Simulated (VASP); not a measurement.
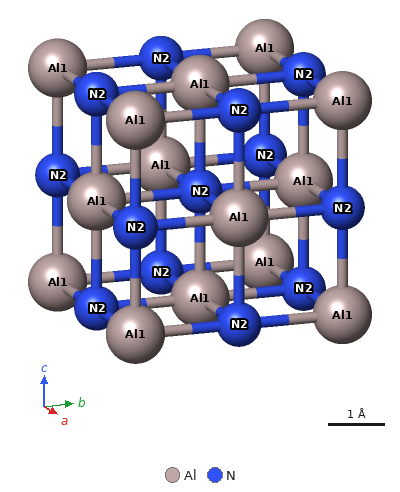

Fig. 1: The structure (ball-and-stick view of the cell 4 times as large as that of the calculation, set on its symmetry axes, seen slightly off an axis; atoms are numbered from 1 in the order of the input). An atom can appear more than once, as a periodic image.

**Band-structure calculation of AlN**

AlN (Fm-3m, 2 atoms in the cell), computed with DFT, PBE, plane waves, PAW (VASP 6.6.1).

The structure was built on a prototype by a generator. The geometry comes from this level: r2SCAN (a point of a series of strains). It belongs to a series of runs on one base structure; here: hydrostatic strain -1.0%.

### INCAR
```
ENCUT = 520.000000
SIGMA = 0.020000
EDIFF = 1.00e-07
GGA = PE
PREC = Accurate
IBRION = -1
ISIF = 2
ISMEAR = -1
NBANDS = 11
NELM = 120
NSW = 0
LASPH = .TRUE.
LCHARG = .TRUE.
LELF = .TRUE.
LWAVE = .FALSE.
LREAL = .FALSE.
```

### KPOINTS
```
KPOINTS created by Atomic Simulation Environment
0
Gamma
10 10 10
0 0 0
```

### KPOINTS_OPT
```
special points
7
Reciprocal
0.0000000000 0.0000000000 0.0000000000 1
0.5000000000 0.0000000000 0.5000000000 1
0.6250000000 0.2500000000 0.6250000000 1
0.3750000000 0.3750000000 0.7500000000 1
0.5000000000 0.5000000000 0.5000000000 1
0.5000000000 0.2500000000 0.7500000000 1
0.0000000000 0.5000000000 0.5000000000 1
```

### POSCAR
```
Al N
 1.0000000000000000
     0.0000000000000000    1.9986797676000001    1.9986797676000001
     1.9986797676000001    0.0000000000000000    1.9986797676000001
     1.9986797676000001    1.9986797676000001    0.0000000000000000
 Al  N
   1   1
Cartesian
  0.0000000000000000  0.0000000000000000  0.0000000000000000
  1.9986797676000001  1.9986797676000001  1.9986797676000001
```

Run on 1 CPU thread, shared host.

Launch command:
```bash
mpirun -np 1 vasp_std
```

### OSZICAR
```
N       E                     dE             d eps       ncg     rms          rms(c)
DAV:   1     0.103021513999E+02    0.10302E+02   -0.40317E+03  1050   0.623E+02
DAV:   2    -0.155988088634E+02   -0.25901E+02   -0.25095E+02  1235   0.141E+02
DAV:   3    -0.162808112610E+02   -0.68200E+00   -0.68110E+00  1269   0.212E+01
DAV:   4    -0.162832357027E+02   -0.24244E-02   -0.24243E-02  1151   0.136E+00
DAV:   5    -0.162832557791E+02   -0.20076E-04   -0.20076E-04  1217   0.116E-01    0.774E+00
DAV:   6    -0.145295698716E+02    0.17537E+01   -0.73040E+00  1139   0.146E+01    0.277E+00
DAV:   7    -0.145116232070E+02    0.17947E-01   -0.21112E-01  1153   0.326E+00    0.182E+00
DAV:   8    -0.145065325461E+02    0.50907E-02   -0.15653E-02  1106   0.108E+00    0.350E-01
DAV:   9    -0.145061451628E+02    0.38738E-03   -0.15800E-03  1169   0.241E-01    0.156E-01
DAV:  10    -0.145062019447E+02   -0.56782E-04   -0.14933E-04  1151   0.881E-02    0.471E-02
DAV:  11    -0.145061951116E+02    0.68331E-05   -0.23018E-05  1190   0.273E-02    0.795E-03
DAV:  12    -0.145061948203E+02    0.29131E-06   -0.70936E-07  1154   0.712E-03    0.149E-03
DAV:  13    -0.145061947646E+02    0.55692E-07   -0.17649E-08   610   0.876E-04
   1 F= -.14506195E+02 E0= -.14506195E+02  d E =-.636739E-13
       N       E                     dE             ncg
DAV:   1     0.812758011451E+03   -0.19978E+04      154
DAV:   2     0.632594230840E+03   -0.18016E+03      186
DAV:   3     0.626985615290E+03   -0.56086E+01      189
DAV:   4     0.626964899361E+03   -0.20716E-01      187
DAV:   5     0.626964680598E+03   -0.21876E-03      186
DAV:   6     0.626964677604E+03   -0.29936E-05      187
DAV:   7     0.626964677558E+03   -0.45776E-07      170
```

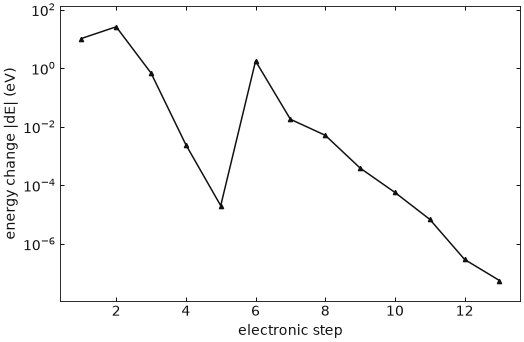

Fig. 2: Convergence of the self-consistent field: energy change |dE| against the electronic step. It takes 13 electronic steps. The density is held fixed in the first few steps, and dE rises again when its update begins.

### Parts of OUTCAR
```
k-points           NKPTS =     47   k-points in BZ     NKDIM =     47   number of bands    NBANDS=     11

   NELECT =       8.0000    total number of electrons

   dimension x,y,z NGX =    24 NGY =   24 NGZ =   24
   dimension x,y,z NGXF=    48 NGYF=   48 NGZF=   48

  energy-cutoff  :      520.00
  volume of cell :       15.97
      direct lattice vectors                 reciprocal lattice vectors
     0.000000000  1.998679768  1.998679768    -0.250165138  0.250165138  0.250165138
     1.998679768  0.000000000  1.998679768     0.250165138 -0.250165138  0.250165138
     1.998679768  1.998679768  0.000000000     0.250165138  0.250165138 -0.250165138

 k-points in reciprocal lattice and weights: KPOINTS created by Atomic Simulation Env
   0.00000000  0.00000000  0.00000000       0.001
   0.10000000  0.00000000  0.00000000       0.008
   0.20000000  0.00000000  0.00000000       0.008
   0.30000000  0.00000000  0.00000000       0.008
   0.40000000  0.00000000  0.00000000       0.008
   0.50000000  0.00000000  0.00000000       0.004
   0.10000000  0.10000000  0.00000000       0.006
   0.20000000  0.10000000  0.00000000       0.024
   0.30000000  0.10000000  0.00000000       0.024
   0.40000000  0.10000000  0.00000000       0.024
   0.50000000  0.10000000  0.00000000       0.024
  -0.40000000  0.10000000  0.00000000       0.024
  -0.30000000  0.10000000  0.00000000       0.024
  -0.20000000  0.10000000  0.00000000       0.024
  -0.10000000  0.10000000  0.00000000       0.012
   0.20000000  0.20000000  0.00000000       0.006
   0.30000000  0.20000000  0.00000000       0.024
   0.40000000  0.20000000  0.00000000       0.024
   0.50000000  0.20000000  0.00000000       0.024
  -0.40000000  0.20000000  0.00000000       0.024
  -0.30000000  0.20000000  0.00000000       0.024
  -0.20000000  0.20000000  0.00000000       0.012
   0.30000000  0.30000000  0.00000000       0.006
   0.40000000  0.30000000  0.00000000       0.024
   0.50000000  0.30000000  0.00000000       0.024
  -0.40000000  0.30000000  0.00000000       0.024
  -0.30000000  0.30000000  0.00000000       0.012
   0.40000000  0.40000000  0.00000000       0.006
   0.50000000  0.40000000  0.00000000       0.024
  -0.40000000  0.40000000  0.00000000       0.012
   0.50000000  0.50000000  0.00000000       0.003
   0.30000000  0.20000000  0.10000000       0.024
   0.40000000  0.20000000  0.10000000       0.048
   0.50000000  0.20000000  0.10000000       0.048
  -0.40000000  0.20000000  0.10000000       0.024
   0.40000000  0.30000000  0.10000000       0.024
   0.50000000  0.30000000  0.10000000       0.048
  -0.40000000  0.30000000  0.10000000       0.048
  -0.30000000  0.30000000  0.10000000       0.048
  -0.20000000  0.30000000  0.10000000       0.024
   0.50000000  0.40000000  0.10000000       0.024
  -0.40000000  0.40000000  0.10000000       0.048
  -0.30000000  0.40000000  0.10000000       0.024
  -0.40000000  0.50000000  0.10000000       0.012
  -0.40000000  0.40000000  0.20000000       0.024
  -0.30000000  0.40000000  0.20000000       0.024
  -0.30000000  0.50000000  0.20000000       0.012

 E-fermi :  10.9060

 k-point     1 :       0.0000    0.0000    0.0000
  band No.  band energies     occupation
      1      -7.4539      2.00000
      2      10.4137      2.00000
      3      10.4137      2.00000
      4      10.4137      2.00000
      5      16.5960      0.00000
      6      22.6913      0.00000
      7      22.6913      0.00000
      8      22.6913      0.00000
      9      27.9257      0.00000
     10      28.4574      0.00000
     11      28.4574      0.00000

 k-point     2 :       0.1000    0.0000    0.0000
  band No.  band energies     occupation
      1      -7.2420      2.00000
      2       9.3926      2.00000
      3      10.2837      2.00000
      4      10.2837      2.00000
      5      17.1983      0.00000
      6      21.7934      0.00000
      7      23.0086      0.00000
      8      23.0086      0.00000
      9      26.9744      0.00000
     10      26.9744      0.00000
     11      29.1200      0.00000

 k-point     3 :       0.2000    0.0000    0.0000
  band No.  band energies     occupation
      1      -6.6248      2.00000
      2       7.2080      2.00000
      3       9.9688      2.00000
      4       9.9688      2.00000
      5      17.7379      0.00000
      6      21.4057      0.00000
      7      23.2667      0.00000
      8      23.2667      0.00000
      9      26.3466      0.00000
     10      26.3466      0.00000
     11      28.5286      0.00000

 k-point     4 :       0.3000    0.0000    0.0000
  band No.  band energies     occupation
      1      -5.6757      2.00000
      2       4.8112      2.00000
      3       9.6205      2.00000
      4       9.6205      2.00000
      5      17.3528      0.00000
      6      22.5122      0.00000
      7      22.5894      0.00000
      8      22.5894      0.00000
      9      27.6566      0.00000
     10      27.8318      0.00000
     11      27.8318      0.00000

 k-point     5 :       0.4000    0.0000    0.0000
  band No.  band energies     occupation
      1      -4.6128      2.00000
      2       2.7826      2.00000
      3       9.3647      2.00000
      4       9.3647      2.00000
      5      16.9227      0.00000
      6      21.9325      0.00000
      7      21.9325      0.00000
      8      23.7462      0.00000
      9      27.0622      0.00000
     10      30.1138      0.00000
     11      30.1138      0.00000

 [... the levels of 41 k-points are left out ...]

 k-point    47 :      -0.3000    0.5000    0.2000
  band No.  band energies     occupation
      1      -2.8727      2.00000
      2       3.9187      2.00000
      3       5.2225      2.00000
      4       6.5070      2.00000
      5      18.3709      0.00000
      6      19.8174      0.00000
      7      22.6529      0.00000
      8      23.6989      0.00000
      9      29.3585      0.00000
     10      31.4318      0.00000
     11      36.0469      0.00000

  Total        1.4909471      1.4909471      1.4909471      0.0000000      0.0000000      0.0000000
  in kB      149.5936528    149.5936528    149.5936528      0.0000000      0.0000000      0.0000000
  external PRESSURE =     149.5936528 kB  Pullay stress =       0.0000000 kB

 POSITION                                       TOTAL-FORCE (eV/Angst)
 -----------------------------------------------------------------------------------
      0.00000      0.00000      0.00000        -0.000000     -0.000000     -0.000000
      1.99868      1.99868      1.99868         0.000000      0.000000      0.000000
 -----------------------------------------------------------------------------------
    total drift:                               -0.000000     -0.000000      0.000000

  FREE ENERGIE OF THE ION-ELECTRON SYSTEM (eV)
  ---------------------------------------------------
  free  energy   TOTEN  =       -14.5061947646 eV

  energy  without entropy=      -14.5061947646  energy(sigma->0) =      -14.50619476
```

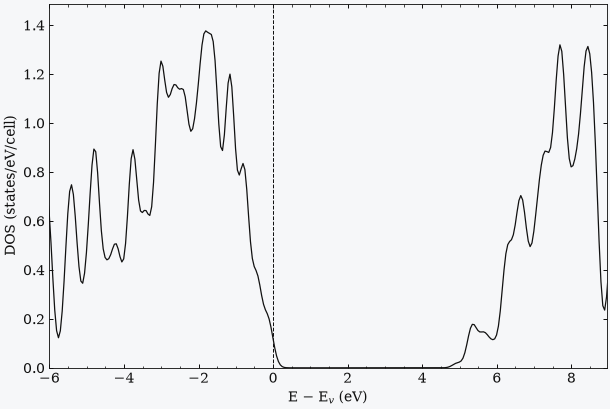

Fig. 3: Density of states (the curve is built from the levels of the k mesh with Gaussians 0.3 eV wide, which also blur the band edges), with energies from the valence-band top. There is a gap of 4.94 eV on the k-point mesh. Small ripples come from the finite k-point mesh.

### Key numbers

```csv
quantity,value
outcome,converged
space group (tolerance 0.01 Å),Fm-3m (225)
electrons treated,8
free energy,−14.5062 eV
Fermi energy,10.906 eV
band gap,4.94 eV
pressure,14.96 GPa
largest force (length of the vector),under 0.001 eV/Å
wall time,5.6 s
peak memory,0.13 GiB
```

The cell is under a pressure of 15.0 GPa at this level, so it is not at its equilibrium volume.
